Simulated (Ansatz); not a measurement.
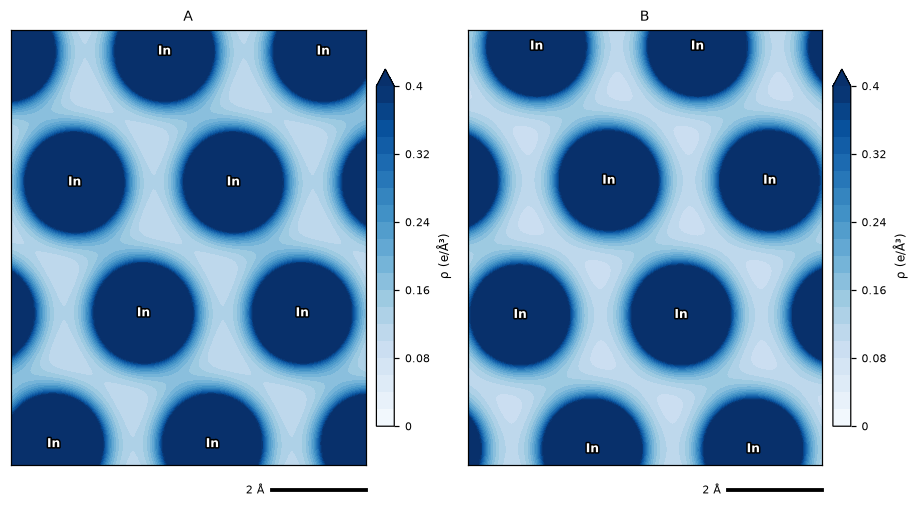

In. The valence electron density of two cells that differ in size and shape, on the (011̄) plane of each (indices in the axes of the calculation cell), at one length scale and on one colour scale: B has 27.0 Å³ an atom and A 25.4.

Space group I4/mmm; computed without spin polarisation.

These are results of DFT PBE, scalar-relativistic, plane waves, PAW in Ansatz 0.2.0, not measurements.

In a PAW calculation such maps are meaningful between the atoms, not at the nuclei.

The larger cell:

```
In
1.0
    -1.62615    1.62615    2.54817
     1.62615   -1.62615    2.54817
     1.62615    1.62615   -2.54817
In
1
Cartesian
  0.0000 0.0000 0.0000
```

The smaller cell: a = 3.387 Å, b = 3.387 Å, c = 3.387 Å, α = 124.48°, β = 124.48°, γ = 82.40°.

Q: What changes from the larger cell to the smaller?

A: From the larger cell to the smaller, In–In goes from 3.25 to 3.15 Å, and the density at its midpoint from 0.15 to 0.17 e/Å³; the pressure goes from 0.8 to 3.5 GPa.
